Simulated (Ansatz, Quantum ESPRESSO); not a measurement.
# ZnS, zinc blende or diamond type, strained in the (001) plane: the peak of the slowest decay at Γ at a withheld member of a series

How the rows were computed: Quantum ESPRESSO 7.5, PBE, GBRV ultrasoft. The cubic cell is relaxed first; each member is held at its strain in the plane while the axis along [001] relaxes. pwcond (ikind = 0) gives the complex bands along [001] at three points across. Fixed occupations. The series steps biaxial strain in the plane.

```
biaxial strain in the plane  peak of the slowest decay at Γ (1/Å)
                       -4 %                                0.1660
                       -3 %                                0.1630
                       -2 %                                0.1590
                       -1 %                                0.1550
                        0 %                                0.1510
                        1 %                                0.1470
                        2 %                                0.1440
                        3 %                                0.1390
```

One more run was made and is withheld. What is the peak of the slowest decay at Γ at 4 %?

**Worked estimate.** The rows at 2 % and 3 % give a slope of (0.1390 − (0.1440))/(3 − (2)) = −0.005, so a straight line gives 0.1340 1/Å. A parabola through these and the row at 1 % gives 0.1320 1/Å.

**The withheld run.** 0.1360 1/Å. The line misses by −0.0020 and the parabola by −0.0040 1/Å. The line does better here.

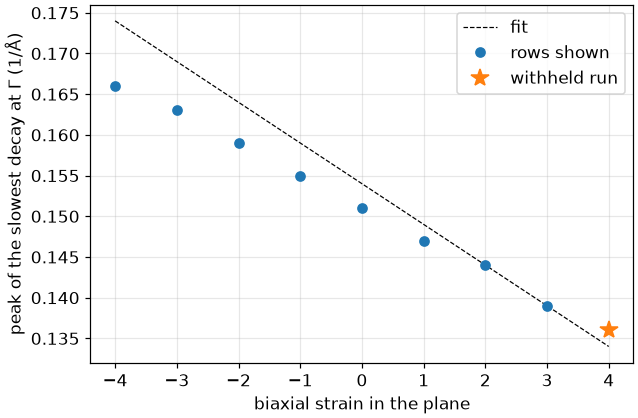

The rows shown, the fit and the withheld run.

Caveats: Atoms keep their symmetric sites, so polar or tilted distortions are left out; semilocal gaps and decay constants are too small; no spin-orbit coupling; three points across.

[Logs are printed without paths, hosts, clocks, repeated set-up lines and the standing remarks that a program may print on its own settings, such as how far it seeks lower states.]
